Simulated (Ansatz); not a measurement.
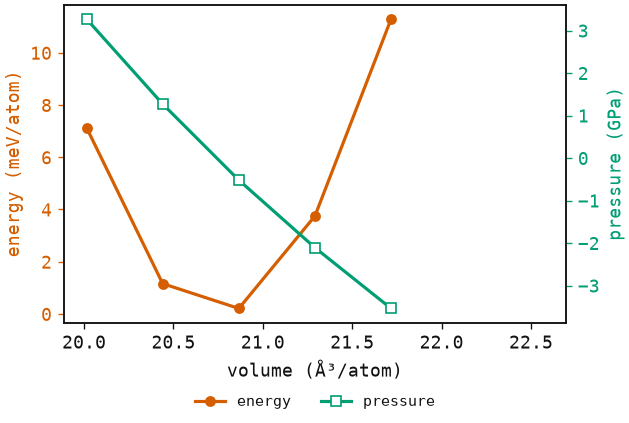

The plot gives the computed energy and pressure against volume for SiGe, space group P6_3mc (No. 186).

Cell as given: a = 3.904 Å, b = 3.904 Å, c = 6.451 Å, α = 90.00°, β = 90.00°, γ = 120.00°; 4 atoms.

Computed with Ansatz 0.2.0: plane-wave DFT, no spin polarisation; energies at scaled volumes of the given cell, shape and fractions fixed, counted from the fit's minimum, third-order Birch-Murnaghan fit. Level: LDA.

k mesh 8×8×4; occupations Fermi–Dirac; smearing width 0.05 eV; potentials Ansatz PAW; wave cutoff 420 eV; density cutoff 1680 eV.

The points at volume 22.14 Å³/atom and 22.57 Å³/atom are left out of the plot. What values does the calculation give there?

| volume (Å³/atom) | energy (meV/atom) | pressure (GPa) |
| --- | --- | --- |
| 22.14 | 22.40 | −4.80 |
| 22.57 | 36.70 | −5.93 |

Caveats: shape and atomic fractions are frozen while scaling, which makes layered, chain and framework solids too stiff.
